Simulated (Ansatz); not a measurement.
**Ge: density, localisation and related maps**

The calculation's input:

```
crystal:
  lattice:
    - [2.7512521313, 0.0, 0.0]
    - [0.0, 2.7512521313, 0.0]
    - [0.0, 0.0, 2.7512521313]
  atoms:
    - { symbol: Ge, position: [0.0, 0.0, 0.0] }
hamiltonian:
  xc: r2scan
  pseudopotentials:
    kind: paw
    azcp:
      Ge: "pseudopotentials/Ge.paw.azcp"
basis:
  ecutwfc: 500
  fft_grid_basis: typed
kpoints:
  mp_grid: { grid: [13, 13, 13], shift: [0, 0, 0] }
magnetization:
  spin_polarized: false
scf:
  occupations: { method: fermi_dirac, width: 0.1 }
  lower_state_search: "off"
output:
  stress: true
  write_density: true
  write_potential: true
  elf: true
  volumetric_format: npy
```

Command:

```sh
ansatz run input.yaml --threads 1 --pin off --max-ram 3584MiB --backend cpu --events-out ev --progress --plain --runs-dir out
```

Below, planes, directions and counts refer to the conventional cell (a = 2.75 Å, b = 2.75 Å, c = 2.75 Å, α = 90.00°, β = 90.00°, γ = 90.00°).

Space group Pm-3m; set up as Ge, simple cubic; a generated structure, not necessarily the stable one; changed on purpose from its base cell (volume × 1.08); computed pressure about −5 GPa in this cell.

Level of theory: DFT, r2SCAN, plane waves (500 eV) with PAW, scalar-relativistic (Ansatz).

Core electrons are frozen (PAW), and the valence fields are smoothed inside the atomic spheres.

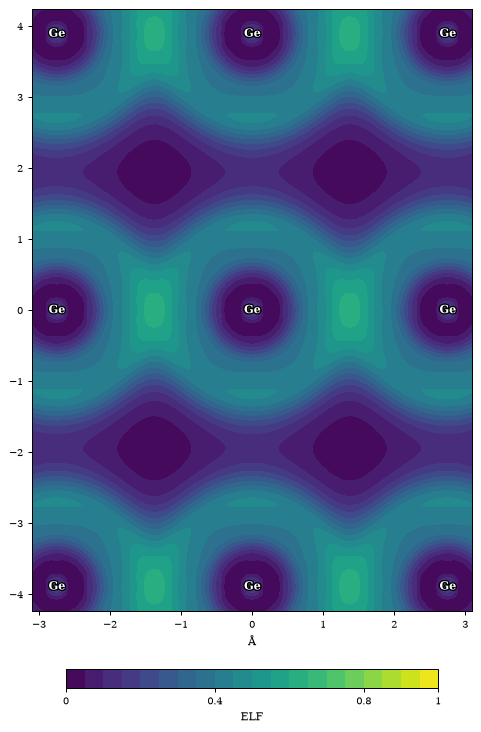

Figure 1. Electron localisation function on the (101) plane of the conventional cell.

Q: What does the map show?

A:
- Atoms in the plane: Ge.
- Ge–Ge (2.75 Å): the ELF peaks at about 0.60 between the atoms.

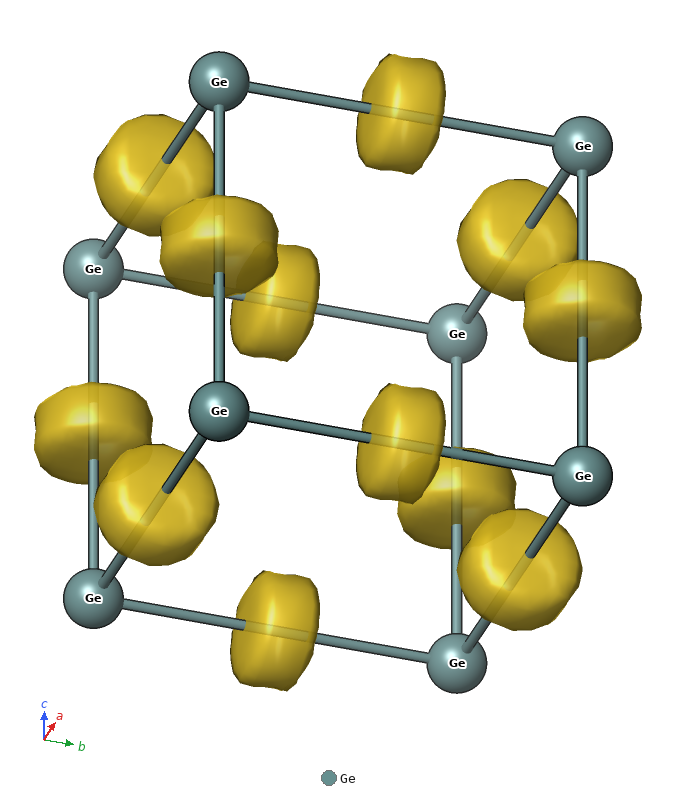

Figure 2. Isosurface of the electron localisation function at 0.55 (yellow), seen at an oblique angle. Only the valence region is drawn (cores and ρ < 0.01 e/Å³ removed). Sticks mark near contacts.

Q: What do the ELF domains correspond to?

A: The surface consists of three regions between bonded Ge–Ge atoms, counted in one cell of 1 atoms. Any copies at cell faces, edges or corners count once.

Q: Does the calculation make it a metal, or give it a gap?

A: It is metallic or semimetallic at this level of theory: no gap opens.
